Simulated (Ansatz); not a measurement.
# Al: a changed input and its effect

System: Al (C2/m, 3 atoms in the cell).
Method of run 1: DFT LDA, scalar-relativistic, plane waves, PAW, no spin polarisation (Ansatz 0.2.0).

The structure derives from a Materials Project entry. Text and figures count atoms from 1; the logs count them from 0 in places.

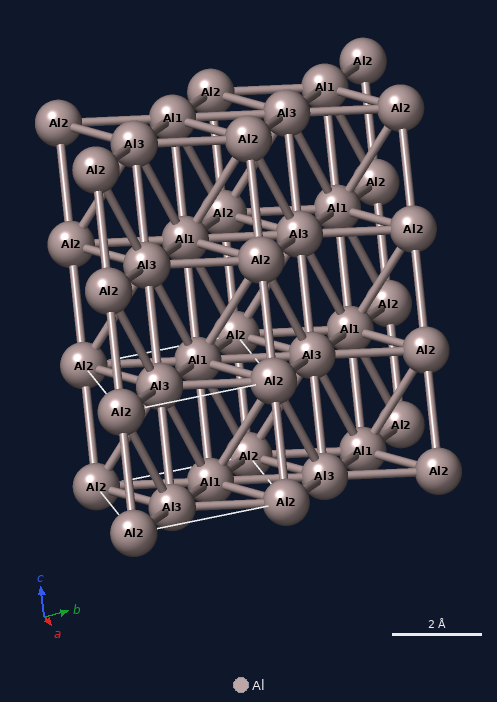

**Figure 1.** The input geometry (ball-and-stick view of the cell of the calculation, repeated 1 × 2 × 3, seen slightly off an axis; atoms are numbered from 1 in the order of the input).

The input, run 1:
```yaml
crystal:
  lattice:
    - [4.5319482457, 0.0, -0.01703561]
    - [-2.2659741228, 3.9248100381, 0.008517805]
    - [-1.5200949778, 0.0, 2.4496782934]
  atoms:
    - { symbol: Al, position: [0.3333333333, 0.6666666667, 0.0] }
    - { symbol: Al, position: [0.0, 0.0, 0.0] }
    - { symbol: Al, position: [0.6666666667, 0.3333333333, 0.0] }
basis:
  ecutwfc: 420
kpoints:
  mp_grid: { grid: [9, 9, 14] }
hamiltonian:
  xc: lda
scf:
  occupations: { method: gaussian, width: 0.1 }
output:
  forces: true
  stress: true
  eigenvalues: true
```

Launched with:
```bash
ansatz run input.yaml --threads 4 --pin off --max-ram 8192MiB --backend cpu --events-out ev --progress --plain --runs-dir out
```

Hardware: 4 threads of Intel Xeon (Sapphire Rapids), 192 GiB of memory available, shared host.

Output, shortened to warnings, some set-up lines, iterations and results (run 1):
```
Basis set: ecut = 420 eV, 853 PW (Γ)
Symmetry: 12 space group operations
k-points: 320 of 1134
Initial density: superposition of atomic densities (neutral atoms: chi_scale 0, normalization atom), corrected by the library's trained network
[...]
SCF iter   1: F=—  HF=-1538.342202 eV  |F-HF|=—  |Δ(HF+E_count)|=         —  Δρ=4.07e-3  dr2=7.17e-3  ethr=1.77e-3  ⟨swp⟩=5.6  Hψ=22944  notcnv=0
SCF iter   2: F=—  HF=-1538.340235 eV  |F-HF|=—  |Δ(HF+E_count)|=   1.97e-3  Δρ=2.52e-3  dr2=2.85e-3  ethr=7.97e-5  ⟨swp⟩=1.0  Hψ=5440  notcnv=0
SCF iter   3: F=—  HF=-1538.338989 eV  |F-HF|=—  |Δ(HF+E_count)|=   1.25e-3  Δρ=1.33e-4  dr2=6.67e-6  ethr=3.16e-5  ⟨swp⟩=2.0  Hψ=4025  notcnv=0
SCF iter   4: F=—  HF=-1538.338984 eV  |F-HF|=—  |Δ(HF+E_count)|=   5.10e-6  Δρ=1.13e-5  dr2=4.93e-8  ethr=7.41e-8  ⟨swp⟩=1.5  Hψ=3010  notcnv=0
SCF iter   5: F=-1538.338984 eV  HF=-1538.338984 eV  |F-HF|=3.82e-10  |Δ(HF+E_count)|=   1.95e-8  Δρ=1.67e-6  dr2=1.11e-9  ethr=5.47e-10  ⟨swp⟩=2.1  Hψ=3801  notcnv=0
SCF iter   6: F=-1538.338984 eV  HF=-1538.338984 eV  |F-HF|=4.09e-12  |Δ(HF+E_count)|=  3.50e-10  Δρ=1.26e-7  dr2=8.19e-12  ethr=1.24e-11  ⟨swp⟩=2.6  Hψ=10246  notcnv=0
SCF 1 converged in 6 iterations: F = -1538.338984 eV  dr2 = 8.19e-12
SCF converged after 6 iterations
Free energy (F): -1538.338984 eV
Harris-Foulkes:  -1538.338984 eV  (|F-HF|=4.09e-12)
Internal energy: -1538.335117 eV  (E = F + TS)
E sigma→0 (E₀):  -1538.337051 eV
Entropy (-TS):   -0.003867 eV (-1.289 meV/atom)
Fermi energy:    9.085125 eV
--- Per-component energies (eV) ---
  E_band       = 39.080928
  E_kinetic    = 75.233867
  E_local      = 32.562011  (includes V_loc(G=0)·N_el)
  E_nonlocal   = 34.315791
  E_hartree    = 0.595776
  E_xc         = -120.853947
  E_vxc        = -91.424558  (∫ρ·V_xc dr)
  E_paw        = -1330.727190  (= ΣΔE_a)
  E_vpaw       = -12.797719  (= ΣTr[D̂ρ^β])
  E_aug_tail   = -0.000013  (compensation charges beyond the density's cutoff)
  E_ewald      = -229.628561
  E_core_change = 0.167150  (= ΣΔE_core)
  E_smearing   = -0.003867  (= −TS)
  E_closure    = 0.000000  (closes the sum)
  Σ components = -1538.338984   (vs F -1538.338984, Δ=0.00e0)
--- Forces (eV/Å), atoms counted from 1 ---
  atom   1  Al     0.00000000     0.00000000     0.00000000
  atom   2  Al     0.00000000     0.00000000     0.00000000
  atom   3  Al    -0.00000000     0.00000000    -0.00000000
  max |Σ_I F_I| component: 1.29e-24 eV/Å
--- Stress (GPa, compression-positive) ---
       17.573360       0.000000      -0.071998
        0.000000      17.984395       0.000000
       -0.071998       0.000000      -0.033824
  P = ⅓ Tr σ = 11.8413 GPa (118.413 kbar)
```

The input of run 2 differs as follows (lines with − go, lines with + come):
```diff
+  precision: f64
+  ecutrho_ratio: 6
+  mixing: { preconditioner: resta }
+  eigensolver: { kind: davidson }
```

Predict how the results change.

The energy doesn't change within 0.01 meV per atom. The number of SCF iterations is the same.

Output, shortened to warnings, some set-up lines, iterations and results (run 2):
```
Basis set: ecut = 420 eV, 853 PW (Γ)
Symmetry: 12 space group operations
k-points: 320 of 1134
Initial density: superposition of atomic densities (neutral atoms: chi_scale 0, normalization atom), corrected by the library's trained network
[...]
SCF iter   1: F=—  HF=-1538.341747 eV  |F-HF|=—  |Δ(HF+E_count)|=         —  Δρ=4.09e-3  dr2=7.15e-3  ethr=1.77e-3  ⟨swp⟩=9.5  Hψ=18047  notcnv=6
SCF iter   2: F=—  HF=-1538.339467 eV  |F-HF|=—  |Δ(HF+E_count)|=   2.28e-3  Δρ=1.84e-3  dr2=1.39e-3  ethr=7.94e-5  ⟨swp⟩=3.0  Hψ=5427  notcnv=0  defer=60
SCF iter   3: F=—  HF=-1538.338987 eV  |F-HF|=—  |Δ(HF+E_count)|=   4.79e-4  Δρ=1.24e-4  dr2=6.74e-6  ethr=5.12e-8  ⟨swp⟩=5.1  Hψ=13253  notcnv=1  defer=14
SCF iter   4: F=—  HF=-1538.338986 eV  |F-HF|=—  |Δ(HF+E_count)|=   1.57e-6  Δρ=4.35e-5  dr2=1.00e-6  ethr=4.60e-8  ⟨swp⟩=3.0  Hψ=5138  notcnv=0  defer=11
SCF iter   5: F=-1538.338985 eV  HF=-1538.338985 eV  |F-HF|=2.00e-8  |Δ(HF+E_count)|=   3.42e-7  Δρ=8.92e-6  dr2=4.20e-8  ethr=6.85e-9  ⟨swp⟩=2.2  Hψ=4472  notcnv=0  defer=8
SCF iter   6: F=-1538.338985 eV  HF=-1538.338985 eV  |F-HF|=8.80e-11  |Δ(HF+E_count)|=   6.01e-9  Δρ=5.46e-7  dr2=1.49e-10  ethr=2.87e-10  ⟨swp⟩=4.0  Hψ=6512  notcnv=0  …
SCF 1 converged in 6 iterations: F = -1538.338985 eV  dr2 = 1.49e-10
  Residual-converged pass: ⟨swp⟩=2.8  Hψ=4795  notcnv=0  max |occ|·‖R‖ = 6.7e-6 eV (tolerance 6.7e-6 eV)  dr2=1.51e-10  dr2_onsite=2.49e-11  max |Δocc| = 1.5e-8
SCF converged after 6 iterations
Free energy (F): -1538.338985 eV
Harris-Foulkes:  -1538.338985 eV  (|F-HF|=8.80e-11)
Internal energy: -1538.335119 eV  (E = F + TS)
E sigma→0 (E₀):  -1538.337052 eV
Entropy (-TS):   -0.003867 eV (-1.289 meV/atom)
Fermi energy:    9.085127 eV
--- Per-component energies (eV) ---
  E_band       = 39.080947
  E_kinetic    = 75.233860
  E_local      = 32.562017  (includes V_loc(G=0)·N_el)
  E_nonlocal   = 34.315773
  E_hartree    = 0.595773
  E_xc         = -120.853946
  E_vxc        = -91.424558  (∫ρ·V_xc dr)
  E_paw        = -1330.727183  (= ΣΔE_a)
  E_vpaw       = -12.797707  (= ΣTr[D̂ρ^β])
  E_aug_tail   = -0.000002  (compensation charges beyond the density's cutoff)
  E_ewald      = -229.628561
  E_core_change = 0.167150  (= ΣΔE_core)
  E_smearing   = -0.003867  (= −TS)
  E_closure    = -0.000000  (closes the sum)
  Σ components = -1538.338985   (vs F -1538.338985, Δ=0.00e0)
--- Forces (eV/Å), atoms counted from 1 ---
  atom   1  Al     0.00000000     0.00000000     0.00000000
  atom   2  Al     0.00000000     0.00000000     0.00000000
  atom   3  Al     0.00000000     0.00000000     0.00000000
  max |Σ_I F_I| component: 4.81e-26 eV/Å
--- Stress (GPa, compression-positive) ---
       17.573431       0.000000      -0.072006
        0.000000      17.984457       0.000000
       -0.072007       0.000000      -0.033882
  P = ⅓ Tr σ = 11.8413 GPa (118.413 kbar)
```

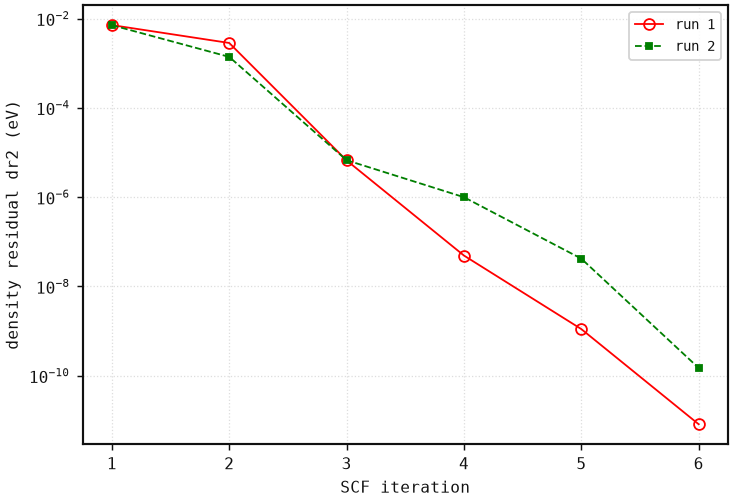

**Figure 2.** Convergence of the two runs: density residual dr2 against the SCF iteration. Run 1 takes 6 iterations in all, and run 2 takes 6.

The two runs side by side:

| quantity | run 1 | run 2 |
| --- | --- | --- |
| outcome | converged | converged |
| free energy per atom (eV) | −512.7797 | −512.7797 |
| energy per atom, smearing taken to zero (eV) | −512.7790 | −512.7790 |
| gap on the mesh (eV) | 0.00 | 0.00 |
| pressure (GPa) | 11.84 | 11.84 |
| largest force (eV/Å) | 0.000 | 0.000 |
| SCF iterations | 6 | 6 |
| irreducible k-points | 320 | 320 |
| plane waves at Γ | 853 | 853 |
| wall time (shared host) | 1.6 s | 2.2 s |
